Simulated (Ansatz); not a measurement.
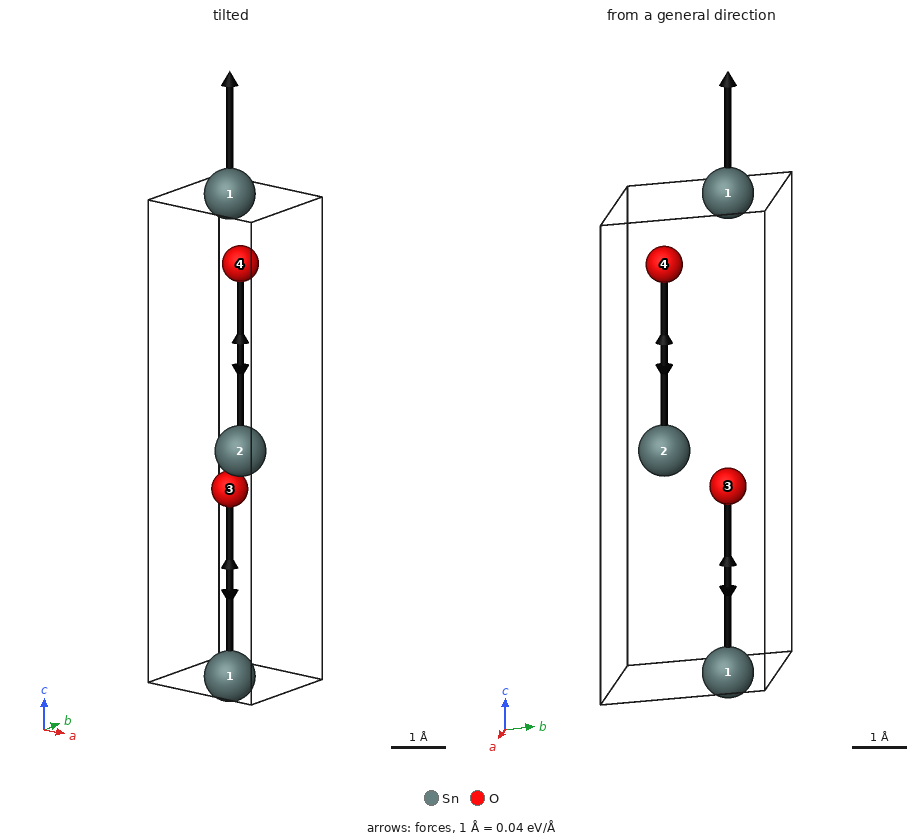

An orthographic spheres-only view of the structure, slightly off an axis and from a general direction. Lines trace the edges of the simulation cell. The arrows are the computed forces on the atoms.

System: SnO. Setup: DFT, dielectric-dependent PBE0 (fraction 1/eps_inf of PBE), plane waves, PAW (Ansatz); 420 eV cutoff, the zone sampled with 6×6×2 points, no spin polarisation.

Has this structure been optimised to equilibrium?

No. The atoms still feel forces of up to about 0.076 eV/Å, above a usual threshold of 0.01 to 0.03 eV/Å.

On which atom is the force largest?

Sn1, Sn2, O3 and O4, about 0.076 eV/Å.

How big are the forces on each element on average?

Mean magnitudes: about Sn 0.076 eV/Å, O 0.076 eV/Å.

The structure comes from a structure type filled with these elements by a generator (whether the compound takes this form wasn't checked). Earlier steps of the study, as a rule a relaxation of our own, may have changed the cell and positions, so they can lie some per cent off the listed ones. It was the input of a calculation with Ansatz.
